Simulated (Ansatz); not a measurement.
ZrS

```cif
data_structure
_symmetry_space_group_name_H-M 'P 1'
_symmetry_Int_Tables_number 1
_cell_length_a 5.2106
_cell_length_b 5.2500
_cell_length_c 5.2894
_cell_angle_alpha 90.000
_cell_angle_beta 90.000
_cell_angle_gamma 90.000
_cell_volume 144.69
loop_
_atom_site_label
_atom_site_type_symbol
_atom_site_fract_x
_atom_site_fract_y
_atom_site_fract_z
_atom_site_occupancy
Zr1 Zr 0.50000 0.00000 0.50000 1
Zr2 Zr 0.00000 0.00000 0.00000 1
Zr3 Zr 0.50000 0.50000 0.00000 1
Zr4 Zr 0.00000 0.50000 0.50000 1
S1 S 0.50000 0.00000 0.00000 1
S2 S 0.00000 0.00000 0.50000 1
S3 S 0.50000 0.50000 0.50000 1
S4 S 0.00000 0.50000 0.00000 1
```

Space group Fmmm; changed on purpose from its base cell (strain +0.0075 x Voigt [1, -1, 0, 0, 0, 0], atoms carried along); computed pressure about −6 GPa in this cell.

Theory: DFT PBEsol, scalar-relativistic, plane waves, PAW (Ansatz 0.2.0).

The density is the valence pseudo-density of a PAW calculation; it isn't the true density close to the nuclei.

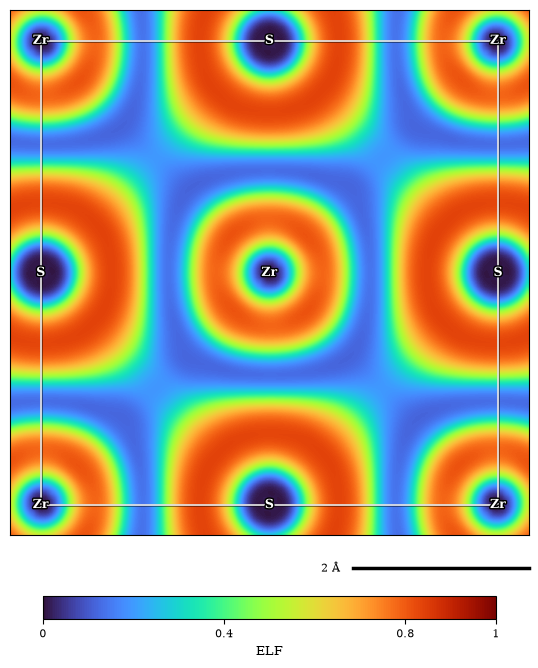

Figure 1. ELF on the (010) plane of the conventional cell.

What do the fields say about this system?

Answer. The section cuts through Zr and S sites.
Zr–S (2.61 Å): the ELF peaks at about 0.85 in the valence shell of S, 0.8 Å from its nucleus, and is about 0.25 at the midpoint: no localised pair shows between them.
The features right at Zr lie inside the PAW spheres, where the map follows smoothed inner orbitals and isn't to be read closely.

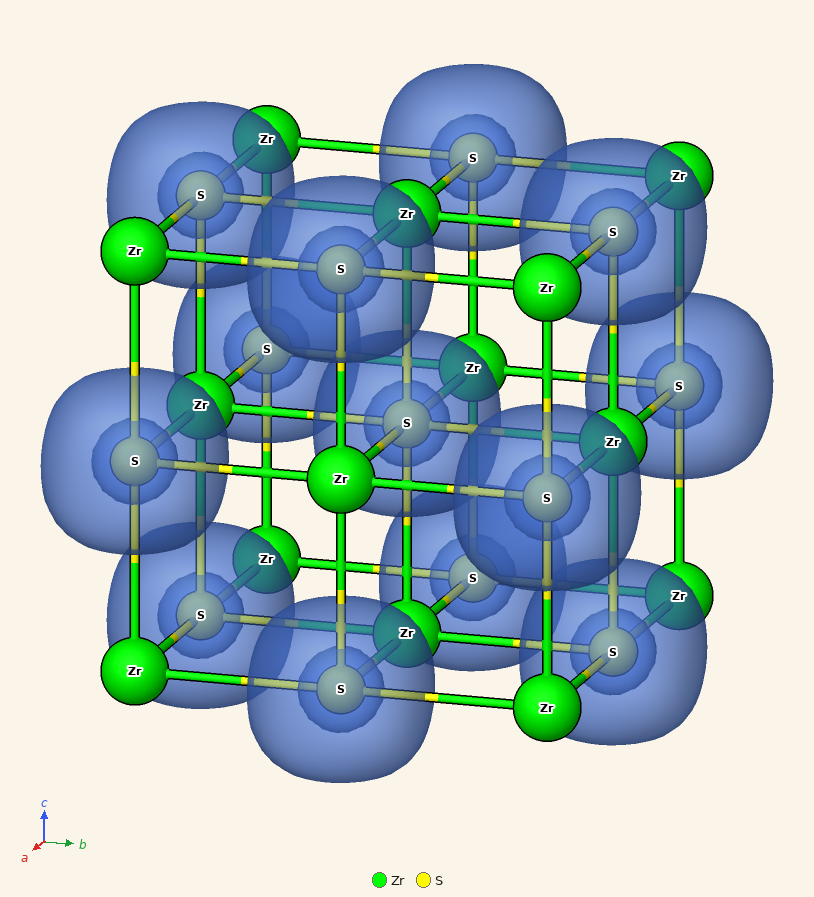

Figure 2. Isosurface of the electron localisation function at 0.65 (blue), seen slightly off an axis. Only the valence region is drawn (cores and ρ < 0.01 e/Å³ removed). Sticks mark near contacts.

Identify the bonds, lone pairs and shells in this picture.

Answer. The surface consists of four regions wrapped around S (the valence shell of each), counted in one cell of 8 atoms. Any copies at cell faces, edges or corners count once.

Does the calculation give a band gap?

Answer. It is gapless in this calculation (a metal or semimetal).
